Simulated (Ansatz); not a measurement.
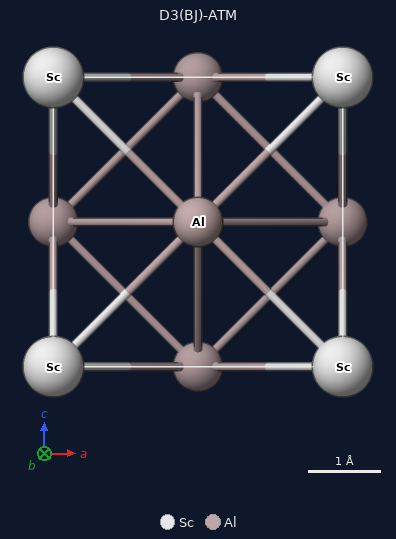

Solid ScAl₃ (set up in Pm-3m), relaxed (cell and atoms) with several dispersion corrections. The picture shows the result with D3(BJ)-ATM. The picture is a ball-and-stick view of the cell of the calculation, seen along the b axis.

Computed with Ansatz 0.2.0: PBEsol, Ansatz PAW. Settings: plane-wave cutoff 420 eV; k-point mesh 7 × 7 × 7; occupations fermi-dirac; smearing width 0.05 eV; no spin polarisation; cell and atoms relaxed; force threshold 0.01 eV/Å.

```json
{"dispersion correction": "D3(BJ)", "volume (Å³/atom)": "?", "a (Å)": "?"}
{"dispersion correction": "D3(BJ)-ATM", "volume (Å³/atom)": "16.314", "a (Å)": "4.026"}
{"dispersion correction": "D4", "volume (Å³/atom)": "16.538", "a (Å)": "4.044"}
{"dispersion correction": "none", "volume (Å³/atom)": "16.871", "a (Å)": "4.071"}
```

> Estimate the missing row from the others, and compare with the calculation.

With D3(BJ) the volume is the smallest of the series, below D3(BJ)-ATM (16.314). The calculation gives 16.232 Å³/atom (a = 4.019 Å). In order of volume: D3(BJ) < D3(BJ)-ATM < D4 < none; the spread is 3.9 %.

Each member starts from this one structure; whether another phase lies lower wasn't checked.
